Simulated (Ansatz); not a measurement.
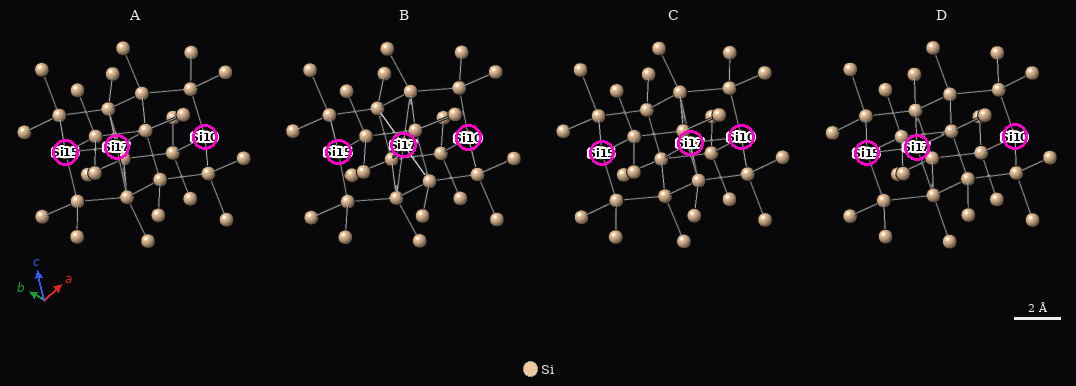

4 geometries from a converged minimum-energy path of Si with an interstitial Si (17 atoms in the cell), shuffled. A ball-and-stick model of the atoms within 5.4 Å of the middle of the path, seen slightly off an axis. The atoms that move most are ringed. Bonds to atoms that aren't drawn are left out.

The calculation used Ansatz 0.2.0, DFT PBEsol, scalar-relativistic, plane waves, PAW. Settings: plane-wave cutoff 420 eV; k-point mesh 2 × 2 × 2; Gaussian smearing 0.02 eV; 5 movable images; climbing image; force threshold 0.05 eV/Å; iteration limit 48; starting path by straight interpolation.

### Which frame is the transition state?

B. In order along the path, whose images run from 0 to 6: D (image 0, 0.000 eV), A (image 1, +0.112 eV), B (image 3, +0.294 eV), C (image 5, +0.111 eV). A Si atom travels furthest, 2.35 Å from end to end, along [3 −1 −1], on a straight line. At the highest image its nearest neighbour (Si) is 2.40 Å away, against 2.39 Å at the start, and the surrounding atoms stand up to 0.43 Å off the mean of their end positions. Breaking: Si–Si (2.39 → 4.70 Å). Forming: Si–Si (4.70 → 2.39 Å).

Limits of the set-up: the periodic images lie only 7.7 Å apart, so the values are limited by the cell's size.

Cost: 6 min on 1 thread of Arm Neoverse V2 (shared host), peak memory 0.81 GiB.

PAW datasets: the set soft_1.
